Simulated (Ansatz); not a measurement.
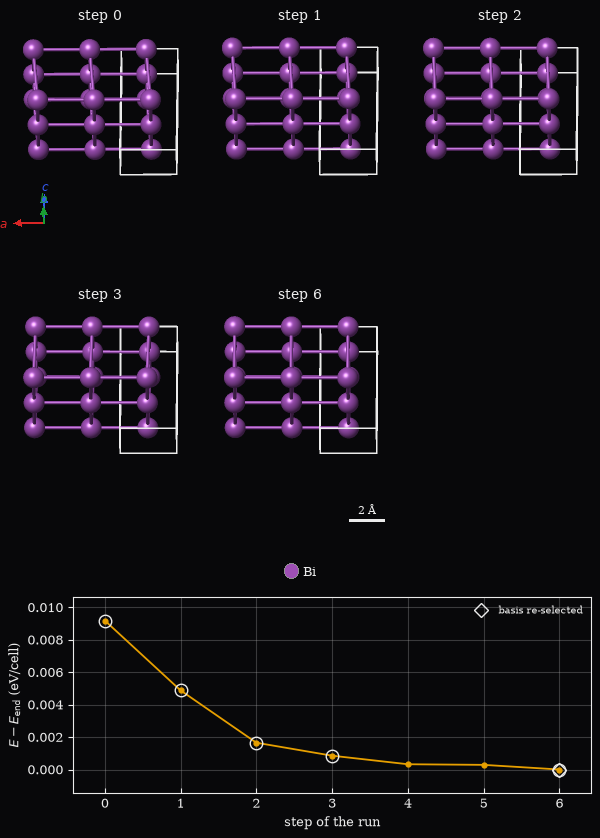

Frames of a relaxation of a crystal of Bi (set up in P2/m), marked on the history of the run. A ball-and-stick model of the cell of the calculation, repeated 3 × 2 × 1 with one cell outlined, seen from a free direction.

All numbers below come from DFT r2SCAN, scalar-relativistic, plane waves, PAW in Ansatz.

The input:
```yaml
crystal:
  lattice:
    - [3.238376246, 0.0, 0.0]
    - [0.0, 3.22164332, 0.0]
    - [-0.0804548793, 0.0, 6.4438887882]
  atoms:
    - { symbol: Bi, position: [0.45575275, 0.0, 0.25042211] }
    - { symbol: Bi, position: [0.54424725, 0.0, 0.74957789] }
basis:
  ecutwfc: 500
kpoints:
  mp_grid: { grid: [14, 14, 8] }
hamiltonian:
  xc: r2scan
scf:
  occupations: { method: gaussian, width: 0.1 }
output:
  forces: true
  stress: true
  eigenvalues: true
  write_density: true
  write_potential: true
  elf: true
  volumetric_format: npy
relax:
  adjacent_minimum: "off"
  f_tol: 0.005
  max_steps: 80
  cell: { stress_tol: 0.05 }
```

Command:
```bash
ansatz run input.yaml --threads 1 --pin off --max-ram 2560MiB --backend cpu --events-out ev --progress --plain --runs-dir out
```

What happens along the run?

The largest moves relative to the cell, 0.14 Å, are those of Bi1 and Bi2. Bi1 goes along +a. The drawn cell changes as follows: a 3.238 → 3.252 Å (+0.4 %), b 3.222 → 3.252 Å (+0.9 %), c 6.444 → 6.504 Å (+0.9 %), β 90.7° → 90.0°; the volume changes by +2.3 %. Among the contacts that change: Bi1–Bi1 3.222 → 3.252 Å, Bi1–Bi2 3.226 → 3.252 Å. Bond angles that change, for instance: Bi2–Bi1–Bi2 169.8° → 180.0°, Bi1–Bi1–Bi2 95.8° → 89.9°, Bi1–Bi1–Bi2 84.2° → 90.1°. The space group (tolerance 0.01 Å) goes from P2/m (No. 10) to Pm-3m (No. 221). The energy falls by 9.2 meV per cell of the calculation in 5 accepted moves (6 points after the start). Largest force component: 0.014 eV/Å at the start, 0.00051 eV/Å at the end. Pressure: 1.14 GPa at the start and 0.01 GPa at the end. At 1 point the geometry stayed and the basis and grid were re-selected for the new cell (energy shift of 0.3 meV per cell of the calculation at most each time). From step 0 to 1: Bi atoms move most (0.03 Å), volume +3.6 %, energy −4.3 meV per cell of the calculation. From step 1 to 2: Bi atoms move most (0.04 Å), volume −1.0 %, energy −3.2 meV per cell of the calculation. From step 2 to 3: Bi atoms move most (0.12 Å), volume −0.2 %, energy −0.8 meV per cell of the calculation. From step 3 to 6: Bi atoms move most (0.04 Å), energy −0.9 meV per cell of the calculation.

```json
{"step": "0", "E − E(0), meV/atom": "0.00", "largest force component, eV/Å": "0.0135", "pressure, GPa": "1.14", "volume, Å³/atom": "33.614", "note": ""}
{"step": "1", "E − E(0), meV/atom": "-2.15", "largest force component, eV/Å": "0.0200", "pressure, GPa": "-0.65", "volume, Å³/atom": "34.811", "note": ""}
{"step": "2", "E − E(0), meV/atom": "-3.77", "largest force component, eV/Å": "0.0144", "pressure, GPa": "-0.13", "volume, Å³/atom": "34.462", "note": ""}
{"step": "3", "E − E(0), meV/atom": "-4.17", "largest force component, eV/Å": "0.0104", "pressure, GPa": "-0.02", "volume, Å³/atom": "34.395", "note": ""}
{"step": "4", "E − E(0), meV/atom": "-4.43", "largest force component, eV/Å": "0.0027", "pressure, GPa": "-0.01", "volume, Å³/atom": "34.393", "note": ""}
{"step": "5", "E − E(0), meV/atom": "-4.45", "largest force component, eV/Å": "0.0005", "pressure, GPa": "0.00", "volume, Å³/atom": "34.388", "note": ""}
{"step": "6", "E − E(0), meV/atom": "-4.59", "largest force component, eV/Å": "0.0005", "pressure, GPa": "0.01", "volume, Å³/atom": "34.388", "note": "same geometry, new basis"}
```
